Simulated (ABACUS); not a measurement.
## Run report: NaH, band-structure run (part 2 of 2)

Continued. System: NaH (Fm-3m, 2 atoms in the cell). Method: Kohn-Sham DFT of a periodic cell, r2SCAN, SG15 ONCV 1.2 PBE, no spin polarisation (ABACUS 3.10.1); cutoff 1401.39 eV, 6×6×6 k-mesh, fermi-dirac of 0.05 eV. The structure derives from an entry of the Crystallography Open Database.

Geometry of the input (Å; fractional positions):
```
0.0000  2.4400  2.4400
2.4400  0.0000  2.4400
2.4400  2.4400  0.0000
Na 0.0000  0.0000  0.0000
H  0.5000  0.5000  0.5000
```

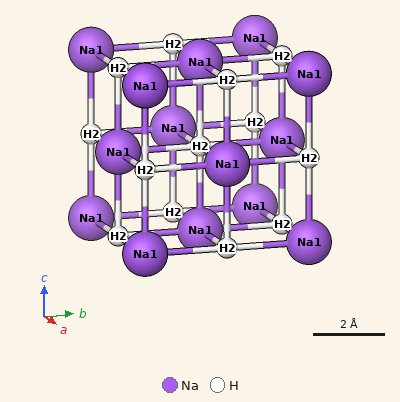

Fig. 1: The input geometry (ball-and-stick view of the cell 4 times as large as that of the calculation, set on its symmetry axes, seen slightly off an axis; atoms are numbered from 1 in the order of the input). An atom can appear more than once, as a periodic image.

Log, continued:
```
----------------------------------------------------------
     Energy           Rydberg                 eV
----------------------------------------------------------
 E_KohnSham     -86.4805592022       -1176.6283713762
 E_Harris       -88.4080746378       -1202.8535642840
 E_Fermi        0.0582778856         0.7929113118
----------------------------------------------------------

 PW ALGORITHM --------------- ION=   1  ELEC=   2--------------------------------

 Density error is 0.00631963423152
                          Error Threshold = 0.00128215601326
----------------------------------------------------------
     Energy           Rydberg                 eV
----------------------------------------------------------
 E_KohnSham     -86.5074703463       -1176.9945162753
 E_Harris       -86.4695767048       -1176.4789468337
 E_Fermi        0.1744042946         2.3728921625
----------------------------------------------------------

 PW ALGORITHM --------------- ION=   1  ELEC=   3--------------------------------

 Density error is 0.000492034240605
                          Error Threshold = 6.31963423152e-05
----------------------------------------------------------
     Energy           Rydberg                 eV
----------------------------------------------------------
 E_KohnSham     -86.5098312812       -1177.0266384423
 E_Harris       -86.5191656317       -1177.1536387965
 E_Fermi        0.1762278351         2.3977027042
----------------------------------------------------------

 PW ALGORITHM --------------- ION=   1  ELEC=   4--------------------------------

 Density error is 3.17856738865e-05
                          Error Threshold = 4.92034240605e-06
----------------------------------------------------------
     Energy           Rydberg                 eV
----------------------------------------------------------
 E_KohnSham     -86.5100489805       -1177.0296003943
 E_Harris       -86.5059501676       -1176.9738331830
 E_Fermi        0.1751008903         2.3823698334
----------------------------------------------------------

 PW ALGORITHM --------------- ION=   1  ELEC=   5--------------------------------

 Density error is 1.92295906603e-06
                          Error Threshold = 3.17856738865e-07
----------------------------------------------------------
     Energy           Rydberg                 eV
----------------------------------------------------------
 E_KohnSham     -86.5100561593       -1177.0296980664
 E_Harris       -86.5078175529       -1176.9992402640
 E_Fermi        0.1755662066         2.3887007855
----------------------------------------------------------

 PW ALGORITHM --------------- ION=   1  ELEC=   6--------------------------------

 Density error is 4.95310121303e-07
                          Error Threshold = 1.92295906603e-08
----------------------------------------------------------
     Energy           Rydberg                 eV
----------------------------------------------------------
 E_KohnSham     -86.5100573304       -1177.0297140001
 E_Harris       -86.5095412094       -1177.0226918143
 E_Fermi        0.1758157589         2.3920961193
----------------------------------------------------------

 PW ALGORITHM --------------- ION=   1  ELEC=   7--------------------------------

 Density error is 7.17511621331e-10
                          Error Threshold = 4.95310121303e-09
----------------------------------------------------------
     Energy           Rydberg                 eV
----------------------------------------------------------
 E_KohnSham     -86.5100574205       -1177.0297152266
 E_KS(sigma->0) -86.5100574205       -1177.0297152266
 E_Harris       -86.5102155580       -1177.0318667974
 E_band         -17.5846720060       -239.2517367421
 E_one_elec     -61.0343557893       -830.4150124935
 E_Hartree      30.8601753757        419.8742263892
 E_xc           -13.4406549619       -182.8694923335
 E_Ewald        -42.8952220451       -583.6194367887
 E_entropy(-TS) 0.0000000000         0.0000000000
 E_descf        0.0000000000         0.0000000000
 E_exx          0.0000000000         0.0000000000
 E_Fermi        0.1758982181         2.3932180349
----------------------------------------------------------

 charge density convergence is achieved
 final etot is -1177.0297152 eV
 EFERMI = 2.3932180349 eV

 STATE ENERGY(eV) AND OCCUPATIONS    NSPIN == 1
 1/4 kpoint (Cartesian) = 0.0000 0.0000 0.0000 (3479 pws)
       1       -52.1128     0.00925926
       2       -22.3276     0.00925926
       3       -22.3276     0.00925926
       4       -22.3276     0.00925926
       5       -2.86878     0.00925926
       6        11.7942    2.04638e-84
       7        17.0780        0.00000
       8        17.0780        0.00000
       9        17.0780        0.00000
      10        17.6591        0.00000
      11        17.6591        0.00000
      12        17.6591        0.00000
      13        18.7188        0.00000
      14        22.6020        0.00000
      15        22.6020        0.00000

 2/4 kpoint (Cartesian) = 0.11785 0.11785 0.11785 (3482 pws)
       1       -52.1115      0.0740741
       2       -22.3478      0.0740741
       3       -22.3300      0.0740741
       4       -22.3300      0.0740741
       5       -2.40399      0.0740741
       6        10.1139    6.43830e-69
       7        13.7219        0.00000
       8        15.7853        0.00000
       9        15.7853        0.00000
      10        19.0638        0.00000
      11        19.0638        0.00000
      12        19.3921        0.00000
      13        21.5775        0.00000
      14        21.5775        0.00000
      15        23.8011        0.00000

 3/4 kpoint (Cartesian) = 0.23570 0.23570 0.23570 (3464 pws)
       1       -52.1090      0.0740741
       2       -22.3879      0.0740741
       3       -22.3347      0.0740741
       4       -22.3347      0.0740741
       5       -1.17623      0.0740741
       6        6.76001    8.71277e-40
       7        12.4399        0.00000
       8        14.8648        0.00000
       9        14.8648        0.00000
      10        18.4802        0.00000
      11        18.4802        0.00000
      12        20.7570        0.00000
      13        23.7777        0.00000
      14        23.7777        0.00000
      15        24.8936        0.00000

 4/4 kpoint (Cartesian) = 0.35355 0.35355 0.35355 (3444 pws)
       1       -52.1077      0.0370370
       2       -22.4077      0.0370370
       3       -22.3370      0.0370370
       4       -22.3370      0.0370370
       5      -0.211938      0.0370370
       6        4.96623    1.65854e-24
       7        12.1243    1.11111e-86
       8        14.5595        0.00000
       9        14.5595        0.00000
      10        18.0039        0.00000
      11        18.0039        0.00000
      12        20.6505        0.00000
      13        26.7264        0.00000
      14        26.7264        0.00000
      15        26.8278        0.00000

------------------------------------------------------------------------------------------
 TOTAL-FORCE (eV/Angstrom)
------------------------------------------------------------------------------------------
                       Na1         0.0000000000         0.0000000000         0.0000000000
                        H1         0.0000000000         0.0000000000         0.0000000000
------------------------------------------------------------------------------------------

----------------------------------------------------------------
 TOTAL-STRESS (KBAR)
----------------------------------------------------------------
       -10.6305288634         0.0000000000         0.0000000000
         0.0000000000       -10.6305288634        -0.0000000000
         0.0000000000        -0.0000000000       -10.6305288634
----------------------------------------------------------------
 TOTAL-PRESSURE: -10.630529 KBAR

 --------------------------------------------
 !FINAL_ETOT_IS -1177.0297152265611658 eV
 --------------------------------------------
```

Standard output:
```
ABACUS v3.10.1

               Atomic-orbital Based Ab-initio Computation at UStc

 dft_functional readin is: MGGA_X_R2SCAN+MGGA_C_R2SCAN
 dft_functional in pseudopot file is: PBE
 Please make sure this is what you need
 dft_functional readin is: MGGA_X_R2SCAN+MGGA_C_R2SCAN
 dft_functional in pseudopot file is: PBE
 Please make sure this is what you need

%%%%%%%%%%%%%%%%%%%%%%%%%%%%%%%%%%%%%%%%%%%%%%%%%%%%%%%%%%%%%%%%%%%%%%%%%%%%%%%%%%%%%%%%%%%%%%%%%%%%%%%%%
 Warning: the number of valence electrons in pseudopotential > 1 for Na: [Ne] 3s1
 Pseudopotentials with additional electrons can yield (more) accurate outcomes, but may be less efficient.
 If you're confident that your chosen pseudopotential is appropriate, you can safely ignore this warning.
%%%%%%%%%%%%%%%%%%%%%%%%%%%%%%%%%%%%%%%%%%%%%%%%%%%%%%%%%%%%%%%%%%%%%%%%%%%%%%%%%%%%%%%%%%%%%%%%%%%%%%%%%

 UNIFORM GRID DIM        : 45 * 45 * 45
 UNIFORM GRID DIM(BIG)   : 45 * 45 * 45
func,idMGGA_X_R2SCAN 497
func,idMGGA_C_R2SCAN 498
 ---------------------------------------------------------
 Self-consistent calculations for electrons
 ---------------------------------------------------------
 SPIN    KPOINTS         PROCESSORS  THREADS
 1       16              4           4
 ---------------------------------------------------------
 Use plane wave basis
 ---------------------------------------------------------
 ELEMENT NATOM       XC
 Na      1
 H       1
 ---------------------------------------------------------
 Initial plane wave basis and FFT box
 ---------------------------------------------------------
 -------------------------------------------
 SELF-CONSISTENT :
 -------------------------------------------
 START CHARGE      : atomic
 ITER       ETOT/eV          EDIFF/eV         DRHO         DKIN     TIME/s
 DA1     -1.17662837e+03   0.00000000e+00   1.2822e-01   7.2489e-01   1.12
 DA2     -1.17699452e+03  -3.66144899e-01   6.3196e-03   1.8941e-01   0.70
 DA3     -1.17702664e+03  -3.21221670e-02   4.9203e-04   2.3112e-02   0.77
 DA4     -1.17702960e+03  -2.96195196e-03   3.1786e-05   6.9882e-03   0.78
 DA5     -1.17702970e+03  -9.76721117e-05   1.9230e-06   3.2614e-03   0.73
 DA6     -1.17702971e+03  -1.59337495e-05   4.9531e-07   2.4845e-04   0.81
 DA7     -1.17702972e+03  -1.22644786e-06   7.1751e-10   1.3610e-04   0.71
----------------------------------------------------------------
 TOTAL-STRESS (KBAR)
----------------------------------------------------------------
       -10.6305288634         0.0000000000         0.0000000000
         0.0000000000       -10.6305288634        -0.0000000000
         0.0000000000        -0.0000000000       -10.6305288634
----------------------------------------------------------------
 TOTAL-PRESSURE: -10.630529 KBAR
```
